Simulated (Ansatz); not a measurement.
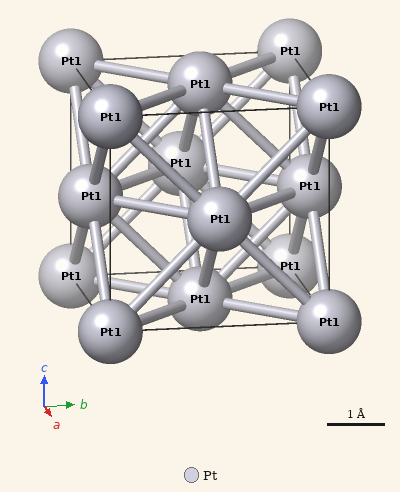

Fig. 1: The structure of the first run (ball-and-stick view of the cell 4 times as large as that of the calculation, set on its symmetry axes, seen slightly off an axis; atoms are numbered from 1 in the order of the input). Near neighbours in the crystal (not all of them lie inside the picture): Pt has 12 Pt at 2.77 Å.

**Two runs on Pt**

System: Pt (1 atom in the cell).
Method of the first run: Kohn-Sham DFT of a periodic cell, revPBE with D3(BJ), all-electron LAPW, scalar-relativistic, no spin polarisation (Ansatz 0.2.0).

The structure derives from an entry of the Crystallography Open Database. Text and figures count atoms from 1; the logs count them from 0 in places.

### Input file, the first run
```yaml
crystal:
  lattice:
    - [0.0, 1.9609, 1.9609]
    - [1.9609, 0.0, 1.9609]
    - [1.9609, 1.9609, 0.0]
  atoms:
    - { symbol: Pt, position: [0.0, 0.0, 0.0] }
kpoints:
  mp_grid: { grid: [12, 12, 12] }
scf:
  occupations: { method: fermi_dirac, width: 0.05 }
hamiltonian:
  xc: revpbe
  dispersion: d3bj
  pseudopotentials: { kind: all_electron, lapw: { basis_error: 0.001 } }
output:
  forces: true
  stress: true
relax:
  f_tol: 0.02
  max_steps: 60
  cell: {}
```

Command:
```bash
ansatz run input.yaml --threads 1 --pin off --max-ram 3072MiB --backend cpu --events-out ev --progress --plain --runs-dir out
```

Hardware: 1 thread of Arm Neoverse V2, 24 GiB of memory available, shared host.

### Output, shortened to warnings, some set-up lines, iterations and results (the first run)
```
Basis set: ecut = 290.49063873358153 eV, 169 PW (Γ), exchange–correlation at level 2
Symmetry: 48 space group operations
k-points: 72 of 1728
Initial density: superposition of atomic densities (chi_scale 0.1, normalization cell)
[...]
SCF iter   1: F=—  HF=-500968.893771 eV  |F-HF|=—  |Δ(HF+E_count)|=         —  Δρ=3.67e-2  dr2=1.13e-1  ethr=2.69e-4  ⟨swp⟩=2.9  Hψ=11730  notcnv=0
SCF iter   2: F=—  HF=-500968.825097 eV  |F-HF|=—  |Δ(HF+E_count)|=   6.87e-2  Δρ=1.20e-2  dr2=1.26e-2  ethr=2.69e-4  ⟨swp⟩=3.0  Hψ=5880  notcnv=0
SCF iter   3: F=—  HF=-500968.582703 eV  |F-HF|=—  |Δ(HF+E_count)|=   2.42e-1  Δρ=8.96e-3  dr2=6.98e-3  ethr=3.00e-5  ⟨swp⟩=3.0  Hψ=6092  notcnv=0
SCF iter   4: F=—  HF=-500968.580646 eV  |F-HF|=—  |Δ(HF+E_count)|=         —  Δρ=4.30e-3  dr2=1.97e-3  ethr=1.66e-5  ⟨swp⟩=2.0  Hψ=5429  notcnv=0
SCF iter   5: F=—  HF=-500968.581206 eV  |F-HF|=—  |Δ(HF+E_count)|=   5.60e-4  Δρ=1.60e-3  dr2=3.81e-4  ethr=4.69e-6  ⟨swp⟩=2.0  Hψ=5430  notcnv=0
[... 22 lines ...]
relax step   4: F+E_penalty+E_count = -500968.58299736 eV  Δ(F+E_penalty+E_count) = -3.100e-6 eV  max|allowed force component| = 0.000e0 eV/Å  Δτ_max = 0.0000 Å  P = +0.004 …
SCF iter   1: F=—  HF=-500968.582997 eV  |F-HF|=—  |Δ(HF+E_count)|=         —  Δρ=3.10e-6  dr2=9.03e-10  ethr=4.74e-12 (applied; sched 2.15e-12)  ⟨swp⟩=3.0  Hψ=9464  notcnv=0
SCF iter   2: F=-500968.582997 eV  HF=-500968.582997 eV  |F-HF|=1.11e-9  |Δ(HF+E_count)|=   2.53e-7  Δρ=2.56e-6  dr2=5.71e-10  ethr=4.99e-12 (applied; sched 2.15e-12)  …
SCF 5 converged in 2 iterations: F = -500968.582997 eV  dr2 = 5.71e-10
relax step   5: F+E_penalty+E_count = -500968.58299746 eV  Δ(F+E_penalty+E_count) = -9.709e-8 eV  max|allowed force component| = 0.000e0 eV/Å  Δτ_max = 0.0000 Å  P = +0.003 …
basis re-selected at this cell: Δ(F+E_penalty+E_count) = -9.709e-8 eV, ΔP = -0.000 GPa vs the last step (what re-selecting the basis moved, after the strain that the cell walked since its last selection, with what the two solves' SCF thresholds leave and, on support functions, any second-order …
SCF converged after 2 iterations
Free energy (F): -500968.582997 eV
Harris-Foulkes:  -500968.582997 eV  (|F-HF|=1.11e-9)
Internal energy: -500968.567703 eV  (E = F + TS)
E sigma→0 (E₀):  -500968.575350 eV
Entropy (-TS):   -0.015294 eV (-15.294 meV/atom)
Fermi energy:    29.387995 eV
--- Per-component energies (eV) ---
  E_band       = -3287.791921
  E_kinetic    = 568911.064417
  E_xc         = -9704.510477
  E_electrostatic = -1060173.633781  (all electrons and nuclei)
  E_disp       = -1.487863  (pairwise vdW)
  E_smearing   = -0.015294  (= −TS)
  E_closure    = -0.000000  (closes the sum)
  E_atoms      = -500961.542620  (free atoms, spherical and without spin; not in F)
  Σ components = -500968.582997   (vs F -500968.582997, Δ=0.00e0)
  Basis errors (estimates in eV, not in F): energy 2.6e-4 per atom: plane waves 2.2e-4 (1.2e-4 summed), levels above the bands 1.8e-156, relativity 1.1e-7, radial functions 4.0e-5, core shells 3.0e-7; eigenvalues (radial functions only) 3.1e-6; not estimated: angular momenta, meshes, grids; target …
--- Forces (eV/Å), atoms counted from 1 ---
  atom   1  Pt    -0.00000000     0.00000000     0.00000000
  max |Σ_I F_I| component: 2.26e-32 eV/Å
--- Stress (GPa, compression-positive) ---
        0.003484      -0.000000      -0.000000
       -0.000000       0.003484       0.000000
       -0.000000       0.000000       0.003484
  P = ⅓ Tr σ = 0.0035 GPa (0.035 kbar)
--- Relaxed structure (4 steps of the walk, 3 accepted, 1 SCFs on fresh bases) ---
  F+E_penalty+E_count = -500968.58299746 eV   max|allowed force component| = 0.000e0 eV/Å   (the final SCF, on the basis selected at the relaxed cell)
  cell:  # Å, volume = 14.9111 Å³
    - [1.2738430082238976e-35, 1.9535584969149473, 1.9535584969149473]
    - [1.9535584969149473, 9.23536180962326e-35, 1.9535584969149473]
    - [1.9535584969149473, 1.9535584969149473, -6.050754289063514e-35]
  atoms:
    - { symbol: Pt, position: [0.0, 0.0, 0.0] }
```

The input of the second run differs as follows (lines with − go, lines with + come):
```diff
-  xc: revpbe
-  dispersion: d3bj
+  xc: blyp
+  dispersion: d4
```

What does this change do to the results?

The total energies belong to different models, so their difference says nothing on which is more stable or more accurate. The volume per atom goes from 14.91 to 15.64 Å³. The functional changes from revPBE to BLYP. The SCF takes 25 iterations over all geometry steps against 22.

### Output, shortened to warnings, some set-up lines, iterations and results (the second run)
```
Basis set: ecut = 290.173687987263 eV, 169 PW (Γ), exchange–correlation at level 2
Symmetry: 48 space group operations
k-points: 72 of 1728
Initial density: superposition of atomic densities (chi_scale 0.1, normalization cell)
[...]
SCF iter   1: F=—  HF=-500984.989686 eV  |F-HF|=—  |Δ(HF+E_count)|=         —  Δρ=2.78e-2  dr2=6.13e-2  ethr=1.45e-4  ⟨swp⟩=3.0  Hψ=11897  notcnv=0
SCF iter   2: F=—  HF=-500984.783958 eV  |F-HF|=—  |Δ(HF+E_count)|=   2.06e-1  Δρ=6.72e-3  dr2=4.87e-3  ethr=1.16e-5  ⟨swp⟩=2.0  Hψ=9622  notcnv=0
SCF iter   3: F=—  HF=-500984.772568 eV  |F-HF|=—  |Δ(HF+E_count)|=         —  Δρ=6.61e-3  dr2=4.93e-3  ethr=1.16e-5  ⟨swp⟩=2.0  Hψ=5429  notcnv=0
SCF iter   4: F=—  HF=-500984.771935 eV  |F-HF|=—  |Δ(HF+E_count)|=   6.34e-4  Δρ=4.05e-3  dr2=2.14e-3  ethr=1.16e-5  ⟨swp⟩=2.0  Hψ=5408  notcnv=0
SCF iter   5: F=—  HF=-500984.771983 eV  |F-HF|=—  |Δ(HF+E_count)|=   4.81e-5  Δρ=1.74e-3  dr2=4.73e-4  ethr=5.08e-6  ⟨swp⟩=2.0  Hψ=5358  notcnv=0
[... 27 lines ...]
relax step   5: F+E_penalty+E_count = -500984.78875887 eV  Δ(F+E_penalty+E_count) = -2.183e-6 eV  max|allowed force component| = 0.000e0 eV/Å  Δτ_max = 0.0000 Å  P = +0.001 …
SCF iter   1: F=—  HF=-500984.788760 eV  |F-HF|=—  |Δ(HF+E_count)|=         —  Δρ=1.58e-5  dr2=1.83e-8  ethr=4.37e-11  ⟨swp⟩=3.1  Hψ=9113  notcnv=0
SCF iter   2: F=-500984.788759 eV  HF=-500984.788759 eV  |F-HF|=5.36e-9  |Δ(HF+E_count)|=   1.31e-6  Δρ=9.42e-6  dr2=7.88e-9  ethr=4.35e-11  ⟨swp⟩=3.0  Hψ=5579  notcnv=0
SCF 6 converged in 2 iterations: F = -500984.788759 eV  dr2 = 7.88e-9
relax step   6: F+E_penalty+E_count = -500984.78875883 eV  Δ(F+E_penalty+E_count) = +4.139e-8 eV  max|allowed force component| = 0.000e0 eV/Å  Δτ_max = 0.0000 Å  P = +0.001 …
basis re-selected at this cell: Δ(F+E_penalty+E_count) = +4.139e-8 eV, ΔP = -0.000 GPa vs the last step (what re-selecting the basis moved, after the strain that the cell walked since its last selection, with what the two solves' SCF thresholds leave and, on support functions, any second-order …
SCF converged after 2 iterations
Free energy (F): -500984.788759 eV
Harris-Foulkes:  -500984.788759 eV  (|F-HF|=5.36e-9)
Internal energy: -500984.773014 eV  (E = F + TS)
E sigma→0 (E₀):  -500984.780887 eV
Entropy (-TS):   -0.015745 eV (-15.745 meV/atom)
Fermi energy:    28.094732 eV
--- Per-component energies (eV) ---
  E_band       = -3329.013342
  E_kinetic    = 568945.855308
  E_xc         = -9720.503142
  E_electrostatic = -1060208.683437  (all electrons and nuclei)
  E_disp       = -1.441743  (pairwise vdW)
  E_smearing   = -0.015745  (= −TS)
  E_closure    = 0.000000  (closes the sum)
  E_atoms      = -500978.376710  (free atoms, spherical and without spin; not in F)
  Σ components = -500984.788759   (vs F -500984.788759, Δ=0.00e0)
  Basis errors (estimates in eV, not in F): energy 2.4e-4 per atom: plane waves 2.0e-4 (1.1e-4 summed), levels above the bands 1.4e-154, relativity 2.4e-7, radial functions 4.3e-5, core shells 1.8e-7; eigenvalues (radial functions only) 3.2e-6; not estimated: angular momenta, meshes, grids; target …
--- Forces (eV/Å), atoms counted from 1 ---
  atom   1  Pt     0.00000000     0.00000000    -0.00000000
  max |Σ_I F_I| component: 1.31e-31 eV/Å
--- Stress (GPa, compression-positive) ---
        0.000539      -0.000000      -0.000000
       -0.000000       0.000539      -0.000000
       -0.000000      -0.000000       0.000539
  P = ⅓ Tr σ = 0.0005 GPa (0.005 kbar)
--- Relaxed structure (5 steps of the walk, 4 accepted, 1 SCFs on fresh bases) ---
  F+E_penalty+E_count = -500984.78875883 eV   max|allowed force component| = 0.000e0 eV/Å   (the final SCF, on the basis selected at the relaxed cell)
  cell:  # Å, volume = 15.6396 Å³
    - [4.4982566829905076e-35, 1.9848693254712482, 1.9848693254712482]
    - [1.9848693254712482, -1.8709554785287176e-35, 1.9848693254712482]
    - [1.9848693254712482, 1.9848693254712482, -2.547686016447792e-35]
  atoms:
    - { symbol: Pt, position: [0.0, 0.0, 0.0] }
```

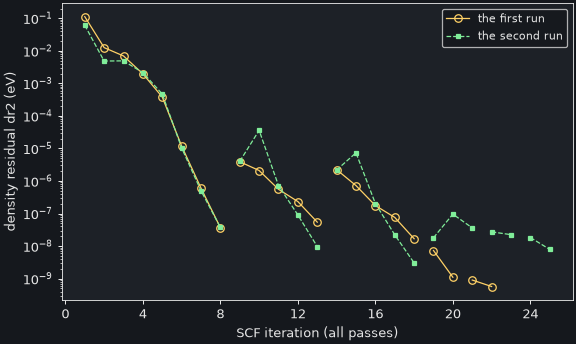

Fig. 2: Convergence of the two runs: density residual dr2 against the SCF iteration. A break in a curve parts two SCF passes. The first run takes 22 iterations in all, and the second run takes 25.

### The two runs side by side

| quantity | the first run | the second run |
| --- | --- | --- |
| outcome | converged | converged |
| free energy per atom (eV) | −500968.5830 | −500984.7888 |
| energy per atom, smearing taken to zero (eV) | −500968.5754 | −500984.7809 |
| pressure (GPa) | 0.00 | 0.00 |
| volume per atom (Å³) | 14.91 | 15.64 |
| largest force (eV/Å) | 0.000 | 0.000 |
| SCF iterations | 22 | 25 |
| irreducible k-points | 72 | 72 |
| wall time (shared host) | 25 s | 29 s |

For both runs: Spin–orbit coupling is left out, which matters for Pt.
